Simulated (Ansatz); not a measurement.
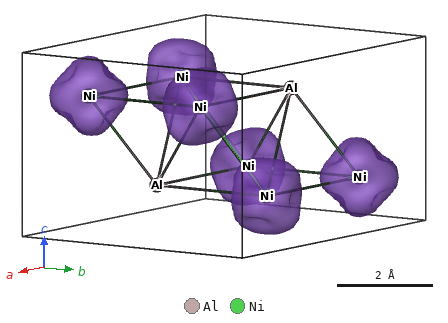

Figure 1: AlNi₃. Isosurface of the spin density at −0.02 e/Å³ (purple), seen at an oblique angle. Sticks mark near contacts.

Space group P6₃/mmc; a structure from a database of computed crystals, not necessarily the ambient phase; spin-polarised.

All numbers below come from DFT r2SCAN, scalar-relativistic, plane waves, PAW (Ansatz).

In a PAW calculation such maps are meaningful between the atoms, not at the nuclei.

Describe the spin distribution.

Answer. The spin density sits on Ni: −0.3 μB (×6) in one cell of 8 atoms: parallel main moments (a ferromagnetic arrangement) in this solution. The cell of the calculation (8 atoms) carries 1.7 μB of net spin moment.
